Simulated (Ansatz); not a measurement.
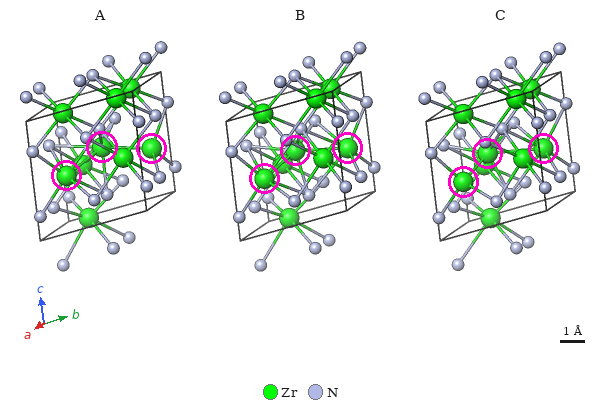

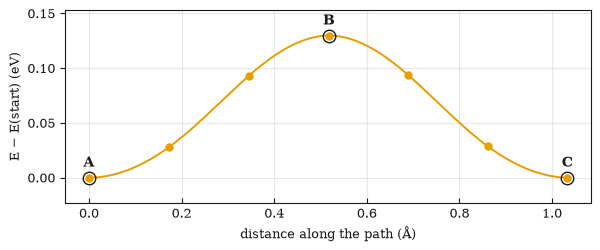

A search for the minimum-energy path of a defect cell of composition Zr$_{9}$N$_{8}$ (17 atoms in the cell) by the nudged elastic band. Images are numbered from 0 (start) to 6 (end). Frames A to C are images 0, 3, 6. Style: ball-and-stick. Shown: the reduced simulation cell (origin moved), slightly off an axis. The atoms that move most are ringed. Lengths and directions refer to the drawn axes. Bonds to atoms that aren't drawn are left out.

All numbers below come from DFT PBE, scalar-relativistic, plane waves, PAW in Ansatz. Set-up: plane-wave cutoff 420 eV; k-point mesh 4 × 4 × 4; Gaussian smearing 0.1 eV; 5 movable images; climbing image.

> What happens along the path, and what is the barrier?

A Zr atom travels furthest, 0.70 Å from end to end, along [1 −1 0], on a straight line. It doesn't move alone: Zr (0.38 Å), Zr (0.38 Å) move with it. The two ends have the same energy, and the highest point, image 3, lies 0.130 eV above the start. The band converged in 5 iterations. The largest component of the band force went from 0.91 to 0.023 eV/Å. The climbing image converged on the top of the path. Its curvatures weren't checked.

Limits of the set-up: the periodic images lie only 6.5 Å apart, so the values are limited by the cell's size.

The run took 5.6 min on 4 threads of Intel(R) Xeon(R) Platinum 8488C (Sapphire Rapids), on a shared host, peak memory 2.4 GiB.
